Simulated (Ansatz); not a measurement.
## Changed inputs in constrained RPA: CuF3 (honeycomb trihalide sheet)

Aim: hold the target of a cRPA run on CuF3 (honeycomb trihalide sheet) and move one thing at a time.

Method: constrained RPA on PBEsol, plane waves, PAW, in Ansatz 0.2.0.

## 1. The starting structure

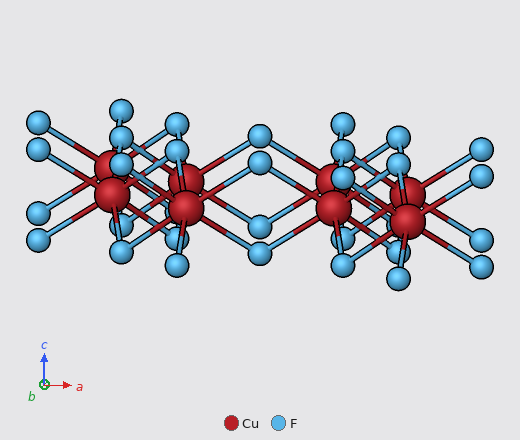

Start, viewed nearly edge on; copper red, fluorine blue. 2×2×1 cells are drawn. Some periodic images of atoms are drawn too.

The cell holds 8 atoms: 2 Cu and 6 F. Cell: a = 5.159 Å, b = 5.159 Å, c = 28.291 Å, α = 90.0°, β = 90.0°, γ = 120.0°. Vacuum lies along c.

The structure was relaxed with PBEsol. The structure was generated from a model, not taken from a measurement. The runs that relaxed it are not among those shown. The program's search for lower electronic states was switched off, so nothing shows that the state found is the lowest. The default PAW set here is soft_2. Its files were made with PBE. The Coulomb interaction is cut off across the vacuum.

## 2. Base: Cu eg, bands v2 to c2, 6×6×1 mesh, medium accuracy

Constrained RPA screens the interaction with every transition except those inside the target bands, which a later many-body model would treat itself.

input.yaml

```yaml
crystal:
  lattice:
    - [-2.10606446, -2.10606446, 4.21212892]
    - [4.21212892, -2.10606446, -2.10606446]
    - [16.33393194, 16.33393194, 16.33393194]
  atoms:
    - { symbol: Cu, position: [0.3333333333, 0.6666666667, 0.3224606945] }
    - { symbol: Cu, position: [0.6666666667, 0.3333333333, 0.3224606945] }
    - { symbol: F, position: [0.3745621779, 0.0, 0.3573881492] }
    - { symbol: F, position: [0.0, 0.3745621779, 0.3573881492] }
    - { symbol: F, position: [0.6254378221, 0.6254378221, 0.3573881492] }
    - { symbol: F, position: [0.6254378221, 0.0, 0.2875332397] }
    - { symbol: F, position: [0.0, 0.6254378221, 0.2875332397] }
    - { symbol: F, position: [0.3745621779, 0.3745621779, 0.2875332397] }
  periodic: [true, true, false]
kpoints:
  mp_grid: { grid: [6, 6, 1] }
hamiltonian:
  xc: pbesol
scf:
  occupations: { method: gaussian, width: 0.08 }
  n_extra_bands: 24
  max_iter: 150
  lower_state_search: "off"
output:
  crpa:
    kmesh: [6, 6, 1]
    target_bands: [v2, c2]
    projections: [{ species: Cu, l: d, shell: 3, orbitals: [dz2, dx2-y2] }]
  local_orbitals:
    kmesh: [12, 12, 1]
    orbitals: [{ species: Cu, l: d, shell: 3, orbitals: [dz2, dx2-y2] }]
    window: { bands: [v2, c2] }
    seedname: lo
```

Command:

```console
ansatz run input.yaml --threads 8 --pin off --max-ram 14745MiB --backend cpu --events-out ev --progress --plain --runs-dir out
```

Numbers of over 12 decimals in the logs are rounded to 6 here.

The log of the run:

```text
scf.n_extra_bands = 24 over 40 filled bands (N_el = 80.0): the run solves 64 bands
Engine: ansatz 0.2.0, aarch64-unknown-linux-gnu
Pseudopotentials: kind: paw
Pseudopotential: Cu, paw, valence charge 19, recommended cutoff 420 eV (normal), Cu.paw.azcp
Pseudopotential: F, paw, valence charge 7, recommended cutoff 420 eV (normal), F.paw.azcp
Functional definition: PBEsol
  exchange = pbesol_x
  correlation = pbesol_c
Crystal: 8 atoms, lattice volume = 652.044 Å³
Basis set: ecut = 420 eV, 12773 PW (Γ)
Bands: 64, of which v1, the nominal top of the filled ones, is band 40 counted from 1 (39 counted from 0)
Symmetry: 12 space group operations
Space group: P-31m (ITA 162), of the structure as read, at distance tolerance 8.7e-5 Å
k-points: 7 of 36
Non-local potential: Cu, projectors of the file, l = 0: 3, l = 1: 2, l = 2: 3, l = 3: 1
Non-local potential: F, projectors of the file, l = 0: 2, l = 1: 2, l = 2: 1
PAW form: soft (Blöchl's): semilocal exchange-correlation on the pseudo side does not see the compensation charge
PAW frozen core: Cu, regenerated for the run's functional, and the local potential with it (the file was generated under x = pbe(κ = 0.804, μ = 0.219515), c = pbe(β = 0.066725))
PAW frozen core: F, regenerated for the run's functional, and the local potential with it (the file was generated under x = pbe(κ = 0.804, μ = 0.219515), c = pbe(β = 0.066725))
PAW one-centre angular grid: Cu, 590 points (default); XC on 64 Gauss nodes
PAW one-centre angular grid: F, 110 points (default); XC on 64 Gauss nodes
Initial density: superposition of atomic densities (neutral atoms: chi_scale 0, normalization atom), corrected by the library's trained network
Initial wavefunctions: pseudopotential atomic-orbital guess
Functional: x = pbesol(κ = 0.804, μ = 0.123457), c = pbesol(β = 0.046)
SCF iter   1: F=—  HF=-17973.182553 eV  |F-HF|=—  |Δ(HF+E_count)|=         —  Δρ=9.07e-3  dr2=1.82e-1  ethr=1.77e-3  ⟨swp⟩=7.6  Hψ=2304  notcnv=0  defer=87
preconditioner: auto → LDOS  [insulator: Δε(μ)=0.122 eV  Ē_g=17.238 eV  σ=0.080 eV  W_gap=0.59  n_scr=82 (ndim 8)  ℏωp=11.6 eV  f_vac=0.838  D(μ)=4.32/eV (n_scr^D=8)  ε∞_Penn≈1.5  β→1.0]
SCF iter   2: F=—  HF=-17973.177044 eV  |F-HF|=—  |Δ(HF+E_count)|=   5.51e-3  Δρ=6.46e-3  dr2=1.25e-1  ethr=2.28e-4  ⟨swp⟩=3.0  Hψ=944  notcnv=0  defer=112
SCF iter   3: F=—  HF=-17973.125818 eV  |F-HF|=—  |Δ(HF+E_count)|=   5.12e-2  Δρ=2.41e-3  dr2=2.37e-2  ethr=1.56e-4  ⟨swp⟩=2.9  Hψ=712  notcnv=0  defer=112
SCF iter   4: F=—  HF=-17973.121275 eV  |F-HF|=—  |Δ(HF+E_count)|=   4.54e-3  Δρ=1.60e-3  dr2=1.13e-2  ethr=2.97e-5  ⟨swp⟩=2.0  Hψ=574  notcnv=0  defer=112
SCF iter   5: F=—  HF=-17973.119423 eV  |F-HF|=—  |Δ(HF+E_count)|=   1.85e-3  Δρ=8.49e-4  dr2=3.61e-3  ethr=1.41e-5  ⟨swp⟩=1.9  Hψ=461  notcnv=0  defer=112
[...]
cRPA screening: q 2/36
cRPA screening: q 6/36 (q-point 3)
cRPA screening: q 10/36 (q-point 4)
cRPA screening: q 12/36 (q-point 8)
cRPA screening: q 14/36 (q-point 9)
cRPA screening: q 18/36 (q-point 10)
cRPA screening: q 22/36 (q-point 11)
cRPA screening: q 26/36 (q-point 12)
cRPA screening: q 28/36 (q-point 15)
cRPA screening: q 30/36 (q-point 16)
cRPA screening: q 34/36 (q-point 17)
cRPA screening: q 36/36 (q-point 22)
SCF converged after 8 iterations
Free energy (F): -17973.120991 eV
Harris-Foulkes:  -17973.120991 eV  (|F-HF|=1.07e-8)
Internal energy: -17973.101196 eV  (E = F + TS)
E sigma→0 (E₀):  -17973.111093 eV
Entropy (-TS):   -0.019796 eV (-2.474 meV/atom)
Fermi energy:    -8.800557 eV
--- Per-component energies (eV) ---
  E_band       = -2414.220364
  E_kinetic    = 1813.917901
  E_local      = -168998.372574  (includes V_loc(G=0)·N_el)
  E_nonlocal   = 1202.485664
  E_hartree    = 82817.872023
  E_xc         = -642.997543
  E_vxc        = -830.068423  (∫ρ·V_xc dr)
  E_paw        = -4384.431375  (= ΣΔE_a)
  E_vpaw       = -1237.890041  (= ΣTr[D̂ρ^β])
  E_aug_tail   = 0.012419  (compensation charges beyond the density's cutoff)
  E_ewald      = 70217.745229
  E_core_change = 0.667060  (= ΣΔE_core)
  E_smearing   = -0.019796  (= −TS)
  E_closure    = 0.000000  (closes the sum)
  Σ components = -17973.120991   (vs F -17973.120991, Δ=0.00e0)
--- Band table (eV; the first three rows and the last of 7) ---
  k-point 0: bands = [... 36 lower, -10.0913, -10.0913, -8.8913, -8.8913, -8.4815, -8.4815, -2.1527, -0.4844, ... 20 higher]
  k-point 1: bands = [... 36 lower, -10.0014, -9.9892, -8.9057, -8.8980, -8.5489, -8.4746, -1.8376, -0.2708, ... 20 higher]
  k-point 2: bands = [... 36 lower, -9.9761, -9.8530, -8.9440, -8.9324, -8.6326, -8.4665, -0.9965, 0.3506, ... 20 higher]
  k-point 6: bands = [... 36 lower, -10.0290, -9.9068, -9.0189, -8.8224, -8.8224, -8.3720, 0.5925, 0.5925, ... 20 higher]
  the weakly bound empty levels are not read free of the cell's end (no_gap_told)
--- cRPA (band scheme, projected local orbitals): target bands 39..42 (1-based), 4 Wannier function(s), 6×6×1 mesh, 84 bands' worth read of 89 solved, ecut_chi 136.0 eV, v(q+G=0) probe_charge, pair densities all_electron ---
  χ-basis size per q: N_G = 2317..2397
  window electrons = 4.0000, filled by tetrahedron_uncorrected; constrained ε̄⁻¹(q = 0, 0) head = 0.768880; min gauge Gram eig = 0.3881
  Kanamori averages over each shell's own Wannier functions (sites counted from 0, functions from 1):
  Each shell's averages of U are screened by what lies outside the whole window alone: parameters of one model of all the shells.
    Site 0, 3D, 2 of 5 d orbitals (Wannier functions 1, 2; wannier90's mr 1, 4):
      screened: U = 4.3317 eV, U' = 3.4968 eV, J = 0.4175 eV
      screened, to within: U = 9.9e-3 eV, U' = 9.9e-3 eV, J = 5.6e-4 eV
      bare: V = 14.2654 eV, V' = 12.6748 eV, J = 0.7953 eV
    Site 1, 3D, 2 of 5 d orbitals (Wannier functions 3, 4; wannier90's mr 1, 4):
      screened: U = 4.3317 eV, U' = 3.4968 eV, J = 0.4175 eV
      screened, to within: U = 9.9e-3 eV, U' = 9.9e-3 eV, J = 5.6e-4 eV
      bare: V = 14.2654 eV, V' = 12.6748 eV, J = 0.7953 eV
  Hermiticity witness max|P − P†| over intra, direct and exchange elements: 7.11e-15 eV (screened), 1.78e-15 eV (bare)
  Reality witness max|Im| over intra, direct and exchange elements: 1.29e-16 eV (screened), 2.33e-16 eV (bare)
```

Run time: 9.2 min. Hardware: 8 threads of Arm Neoverse V1, shared host; peak memory 5.7 GiB; 71 min of CPU time.

The column dr2 measures how far the density is from self-consistency, as an energy; F and HF (Harris–Foulkes) agree once it is small.

Numbers from this step:

- U: 4.332 eV
- U prime (inter-orbital): 3.497 eV
- J: 0.4175 eV
- bare V: 14.27 eV
- bare J: 0.7953 eV
- stated bound on U: 0.009851 eV
- U over bare V: 0.3037
- electrons in the window: 4.000
- head of the constrained inverse dielectric matrix: 0.7689
- least eigenvalue of the projection's overlap: 0.3881
- target functions: 4
- bands in the sums: 84
- r.m.s. miss of the model bands: 1.31e-5 eV
- width of the target bands: 0.6469 eV
- weight of the projected orbitals in the window: 0.4555

On the Cu eg shell, screening brings the on-site interaction from 14.3 eV down to U = 4.33 eV.

## 3. Changed: 3×3×1 mesh

input.yaml, as its differences from that of step 2:

```diff
@@ -26,9 +26,4 @@
   crpa:
-    kmesh: [6, 6, 1]
+    kmesh: [3, 3, 1]
     target_bands: [v2, c2]
     projections: [{ species: Cu, l: d, shell: 3, orbitals: [dz2, dx2-y2] }]
-  local_orbitals:
-    kmesh: [12, 12, 1]
-    orbitals: [{ species: Cu, l: d, shell: 3, orbitals: [dz2, dx2-y2] }]
-    window: { bands: [v2, c2] }
-    seedname: lo
```

The log of the run:

```text
[...]
Crystal: 8 atoms, lattice volume = 652.044 Å³
Basis set: ecut = 420 eV, 12773 PW (Γ)
Bands: 64, of which v1, the nominal top of the filled ones, is band 40 counted from 1 (39 counted from 0)
[... 1 set-up line as in the run before ...]
[...]
k-points: 7 of 36
[...]
SCF iter   1: F=—  HF=-17973.182553 eV  |F-HF|=—  |Δ(HF+E_count)|=         —  Δρ=9.07e-3  dr2=1.82e-1  ethr=1.77e-3  ⟨swp⟩=7.6  Hψ=2304  notcnv=0  defer=87
[...]
SCF iter   8: F=-17973.120991 eV  HF=-17973.120991 eV  |F-HF|=1.07e-8  |Δ(HF+E_count)|=   2.17e-5  Δρ=5.27e-6  dr2=8.04e-8  ethr=1.25e-10  ⟨swp⟩=30.1  Hψ=4434  notcnv=0
SCF 1 converged in 8 iterations: F = -17973.120991 eV  dr2 = 8.04e-8
[...]
NSCF: frozen V_eff on 3 k-points
[...]
cRPA screening: q 1/9
cRPA screening: q 2/9
cRPA screening: q 6/9 (q-point 5)
cRPA screening: q 8/9 (q-point 6)
SCF converged after 8 iterations
[...]
k-point 1: bands = [... 36 lower, -10.0014, -9.9892, -8.9057, -8.8980, -8.5489, -8.4746, -1.8376, -0.2708, ... 20 higher]
  k-point 2: bands = [... 36 lower, -9.9761, -9.8530, -8.9440, -8.9324, -8.6326, -8.4665, -0.9965, 0.3506, ... 20 higher]
  k-point 6: bands = [... 36 lower, -10.0290, -9.9068, -9.0189, -8.8224, -8.8224, -8.3720, 0.5925, 0.5925, ... 20 higher]
  the weakly bound empty levels are not read free of the cell's end (no_gap_told)
[...]
χ-basis size per q: N_G = 2344..2397
[...]
Site 0, 3D, 2 of 5 d orbitals (Wannier functions 1, 2; wannier90's mr 1, 4):
      screened: U = 4.3659 eV, U' = 3.5321 eV, J = 0.4169 eV
      screened, to within: U = 1.2e-2 eV, U' = 1.2e-2 eV, J = 6.7e-4 eV
      bare: V = 14.3020 eV, V' = 12.7119 eV, J = 0.7950 eV
    Site 1, 3D, 2 of 5 d orbitals (Wannier functions 3, 4; wannier90's mr 1, 4):
      screened: U = 4.3659 eV, U' = 3.5321 eV, J = 0.4169 eV
      screened, to within: U = 1.2e-2 eV, U' = 1.2e-2 eV, J = 6.7e-4 eV
      bare: V = 14.3020 eV, V' = 12.7119 eV, J = 0.7950 eV
[...]
[key lines of the parts left out:]
Free energy (F): -17973.120991 eV
Fermi energy:    -8.800557 eV
```

Run time: 1.9 min. Hardware: 8 threads; peak memory 4.5 GiB.

Numbers from this step:

| Item | Value |
| --- | --- |
| U | 4.366 eV |
| U prime (inter-orbital) | 3.532 eV |
| J | 0.4169 eV |
| bare V | 14.30 eV |
| bare J | 0.7950 eV |
| stated bound on U | 0.01113 eV |
| U over bare V | 0.3053 |
| electrons in the window | 4.000 |
| head of the constrained inverse dielectric matrix | 0.7384 |
| least eigenvalue of the projection's overlap | 0.3881 |
| target functions | 4 |
| bands in the sums | 84 |
| width of the target bands | 0.6469 eV |
| weight of the projected orbitals in the window | 0.4555 |

On the Cu eg shell, screening brings the on-site interaction from 14.3 eV down to U = 4.37 eV.

## 4. Changed: sums over states

input.yaml, as its differences from that of step 3:

```diff
@@ -26,4 +26,7 @@
   crpa:
-    kmesh: [3, 3, 1]
+    kmesh: [6, 6, 1]
     target_bands: [v2, c2]
     projections: [{ species: Cu, l: d, shell: 3, orbitals: [dz2, dx2-y2] }]
+    accuracy: sum_over_states
+    n_empty_bands: 80
+    ecut_chi: 250
```

The log of the run:

```text
[...]
Crystal: 8 atoms, lattice volume = 652.044 Å³
Basis set: ecut = 420 eV, 12773 PW (Γ)
Bands: 64, of which v1, the nominal top of the filled ones, is band 40 counted from 1 (39 counted from 0)
[... 1 set-up line as in the run before ...]
[...]
k-points: 7 of 36
[...]
Site 0, 3D, 2 of 5 d orbitals (Wannier functions 1, 2; wannier90's mr 1, 4):
      screened: U = 4.5697 eV, U' = 3.6330 eV, J = 0.4684 eV
      bare: V = 14.2654 eV, V' = 12.6748 eV, J = 0.7953 eV
    Site 1, 3D, 2 of 5 d orbitals (Wannier functions 3, 4; wannier90's mr 1, 4):
      screened: U = 4.5697 eV, U' = 3.6330 eV, J = 0.4684 eV
      bare: V = 14.2654 eV, V' = 12.6748 eV, J = 0.7953 eV
[...]
[key lines of the parts left out:]
SCF converged after 8 iterations
Free energy (F): -17973.120991 eV
Fermi energy:    -8.800557 eV
```

Wall time 6 min (8 threads); peak memory 3.5 GiB; 46 min of CPU time.

This variant gives U = 4.57 eV against 4.33 eV. It is a finite sum over empty states with no bound on its error and stays out of the table below.

## 5. Changed: accuracy high

input.yaml, as its differences from that of step 4:

```diff
@@ -29,4 +29,2 @@
     projections: [{ species: Cu, l: d, shell: 3, orbitals: [dz2, dx2-y2] }]
-    accuracy: sum_over_states
-    n_empty_bands: 80
-    ecut_chi: 250
+    accuracy: high
```

The log of the run:

```text
[...]
Crystal: 8 atoms, lattice volume = 652.044 Å³
Basis set: ecut = 420 eV, 12773 PW (Γ)
Bands: 64, of which v1, the nominal top of the filled ones, is band 40 counted from 1 (39 counted from 0)
[... 1 set-up line as in the run before ...]
[...]
k-points: 7 of 36
[...]
screened: U = 4.3329 eV, U' = 3.4978 eV, J = 0.4175 eV
      screened, to within: U = 1.4e-3 eV, U' = 1.4e-3 eV, J = 5.7e-5 eV
      bare: V = 14.2654 eV, V' = 12.6748 eV, J = 0.7953 eV
    Site 1, 3D, 2 of 5 d orbitals (Wannier functions 3, 4; wannier90's mr 1, 4):
      screened: U = 4.3329 eV, U' = 3.4978 eV, J = 0.4175 eV
      screened, to within: U = 1.4e-3 eV, U' = 1.4e-3 eV, J = 5.7e-5 eV
      bare: V = 14.2654 eV, V' = 12.6748 eV, J = 0.7953 eV
[...]
[key lines of the parts left out:]
SCF converged after 8 iterations
Free energy (F): -17973.120991 eV
Fermi energy:    -8.800557 eV
```

Elapsed: 13 min, on 8 threads; peak memory 6.2 GiB.

Numbers from this step:

```
U                                                 : 4.333 eV
U prime (inter-orbital)                           : 3.498 eV
J                                                 : 0.4175 eV
bare V                                            : 14.27 eV
bare J                                            : 0.7953 eV
stated bound on U                                 : 0.001392 eV
U over bare V                                     : 0.3037
electrons in the window                           : 4.000
head of the constrained inverse dielectric matrix : 0.7689
least eigenvalue of the projection's overlap      : 0.3881
target functions                                  : 4
bands in the sums                                 : 84
width of the target bands                         : 0.6469 eV
weight of the projected orbitals in the window    : 0.4555
```

On the Cu eg shell, screening brings the on-site interaction from 14.3 eV down to U = 4.33 eV.

## 6. Side by side

Times are wall times on 8 threads of Arm Neoverse V1, shared host, good to a factor of about two.

| run | bare V (eV) | U (eV) | J (eV) | bound on U (eV) | width (eV) | time |
| --- | --- | --- | --- | --- | --- | --- |
| target window | 14.27 | 4.332 | 0.417 | 0.0099 | 0.65 | 9.2 min |
| 3×3×1 mesh | 14.30 | 4.366 | 0.417 | 0.0111 | 0.65 | 1.9 min |
| accuracy high | 14.27 | 4.333 | 0.418 | 0.0014 | 0.65 | 13 min |

## 7. Results

- target window: U 4.33 eV, J 0.42 eV
- 3×3×1 mesh: U 4.37 eV, J 0.42 eV
- accuracy high: U 4.33 eV, J 0.42 eV

What this shows: 3×3×1 mesh moves U by +0.03 eV at 0.20 times the time. Accuracy high moves U by +0.001 eV (within the solver's bounds, for the mean over orbitals). The printed bound covers the solver alone, not the mesh, and no denser mesh than the base was run. The parent state is non-magnetic and the interaction static (zero frequency); U depends on the window and the orbitals, so it belongs to this model alone.

[Paths, hosts, dates, memory and timing lines, banners, echoed tables and standing remarks are left out of the program output.]

[Logs are printed without paths, hosts, clocks, repeated set-up lines and the standing remarks that a program may print on its own settings, such as how far it seeks lower states.]

[Runs of the session that timed out or met a known fault of the program may be left out.]

[Hosts, paths, dates, database ids (printed as entryN), source tags and the programs' standing remarks are cut or masked in the printed files.]
